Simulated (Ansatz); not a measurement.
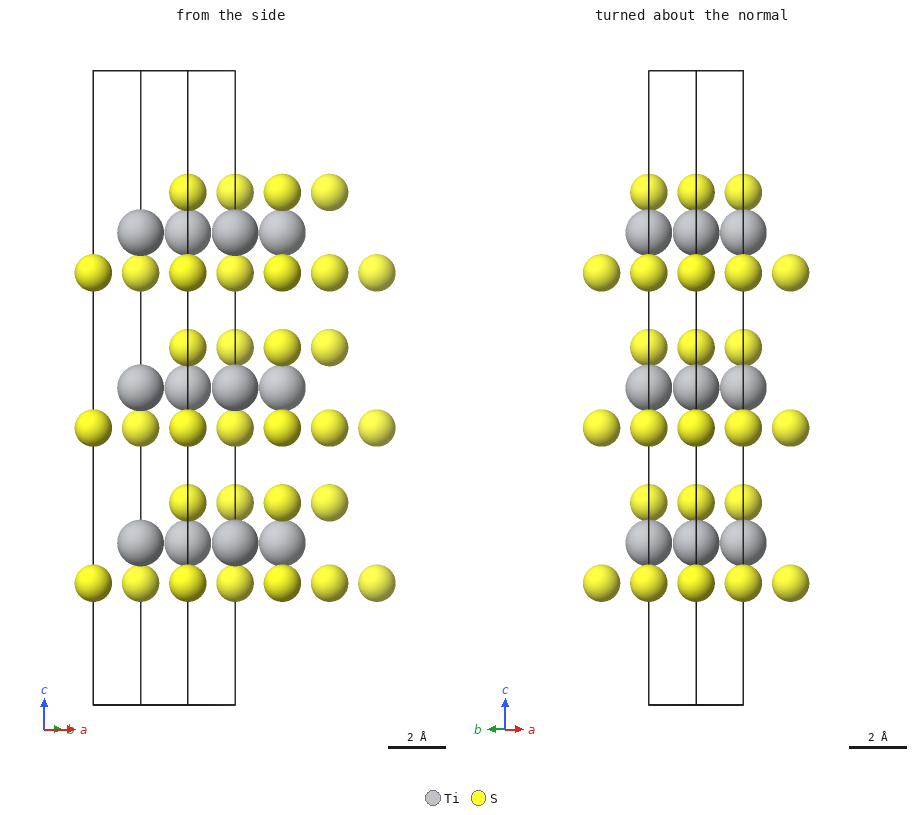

A spheres-only picture of a periodic slab, seen from the side and turned about the normal. The surface normal points up in side views; the box is the simulation cell. 2×2 cells are drawn in the plane, with atoms at the edges repeated.

The cell holds 3 Ti, 6 S.

Name the terminations.

Answer. The top face ends in S, the bottom face in S. The two faces are alike.

What height do the atoms span?

Answer. About 14 Å from the lowest to the highest atom, with about 9 Å of vacuum to the next image.

What layers make up the slab, from top to bottom?

Answer. Nine planes: S / Ti / S / S / Ti / S / S / Ti / S.

Its origin is a structure listed in the Materials Project. The cell was then strained or its atoms displaced on purpose. It was run through Ansatz as a DFT input.
